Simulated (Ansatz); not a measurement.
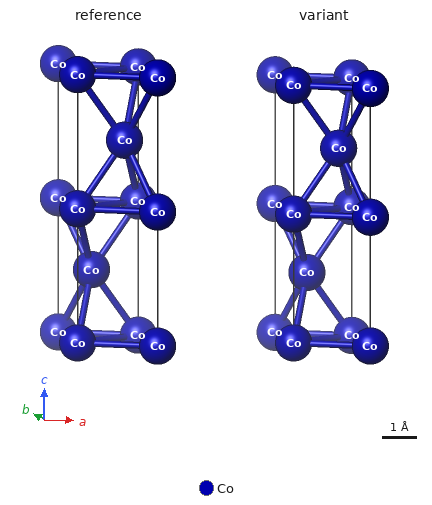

Left: crystalline Co (set up in P6_3/mmc). Right: the same structure after one change, at the same scale. The picture is a ball-and-stick view of the cell of the calculation, seen slightly off an axis.

The calculation used DFT PBEsol, scalar-relativistic, plane waves, PAW in Ansatz. Set-up: plane-wave cutoff 420 eV; k-point mesh 24 × 24 × 8; occupations gaussian; smearing width 0.1 eV; collinear spin.

Question: What was changed?

Answer: Equal strain along all axes, −4.0 %, is applied. Symmetry leaves the atoms no freedom, so this is a single point.

Question: What does the change do?

Answer: It costs 133 meV per atom. The pressure goes from 0.2 to 40.2 GPa. The principal stresses (compression positive) are 39.8 GPa along c and 40.4 GPa across it. All forces vanish by symmetry. The absolute magnetisation per cell goes from 6.95 to 6.44 μB (net moment 6.42 and 6.03 μB). It is metallic before and after. Among the bonded contacts that change: Co–Co 2.450 → 2.346 to 2.357 Å. The space group stays P6_3/mmc (No. 194).
